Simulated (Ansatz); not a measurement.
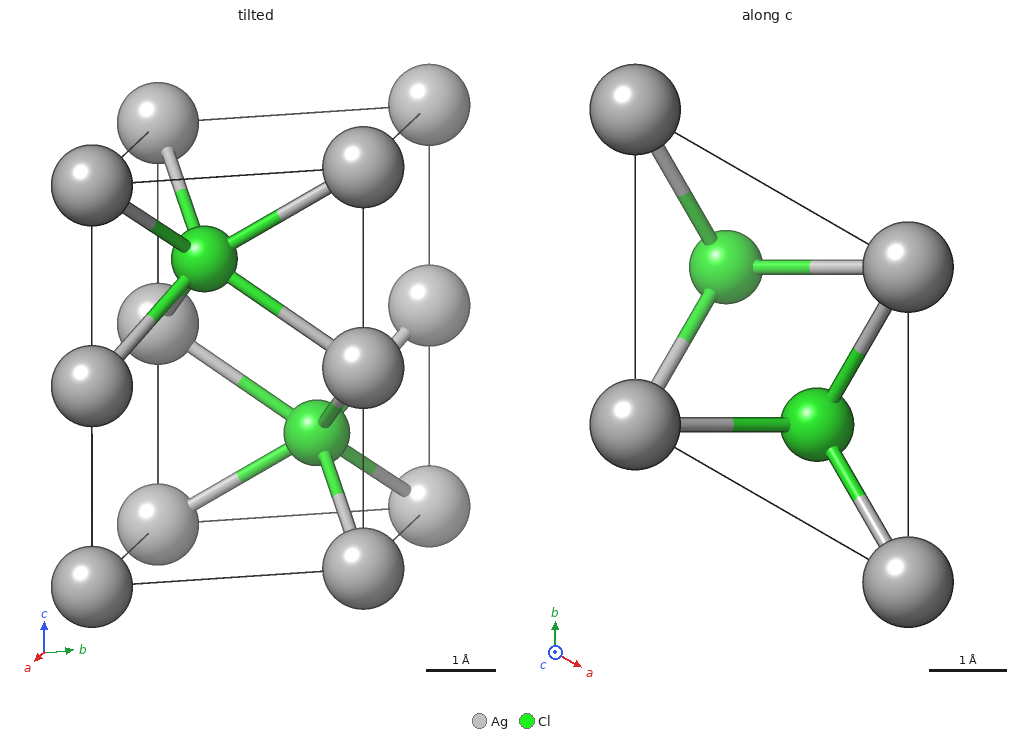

We look at a ball-and-stick model of the crystal slightly off an axis and along the c axis. The parallelepiped is the conventional unit cell.

AgCl, nickel arsenide (NiAs) type, space group P6_3/mmc (No. 194), a = 4.107 Å, b = 4.107 Å, c = 5.981 Å, α = 90.00°, β = 90.00°, γ = 120.00°. Provenance: a structure type filled with these elements by a generator (whether the compound takes this form wasn't checked). The cell was then strained or its atoms displaced on purpose. It was run through Ansatz as a DFT input.

This one geometry was computed with Ansatz (DFT, plane waves, PAW) at three levels of theory: r2SCAN, HSE06 and PBE. It was relaxed with r2SCAN and then strained.

Which level gives the highest pressure at this volume, and what does that say about its equilibrium volume?

Answer. Highest: HSE06 (0.5 GPa) and PBE (0.9 GPa), which points to the largest equilibrium volume. Lowest, with the smallest volume: r2SCAN (-0.8 GPa). Levels within 0.5 GPa of each other can't be told apart.

How does the band gap change with the level of theory?

Answer. PBE: a gap of 0.90 eV, direct; r2SCAN: a gap of 1.46 eV, direct; HSE06: a gap of 2.37 eV, direct.

Collect the results in a table.

Answer.
| level | cutoff (eV) | k-mesh of the run's cell | gap (eV) | pressure (GPa) |
| --- | --- | --- | --- | --- |
| r2SCAN | 500 | 12×12×4 | 1.46 | -0.8 |
| HSE06 | 420 | 6×6×4 | 2.37 | 0.5 |
| PBE | 420 | 12×12×4 | 0.90 | 0.9 |

Gaps are taken on the k-mesh or band path of each run.
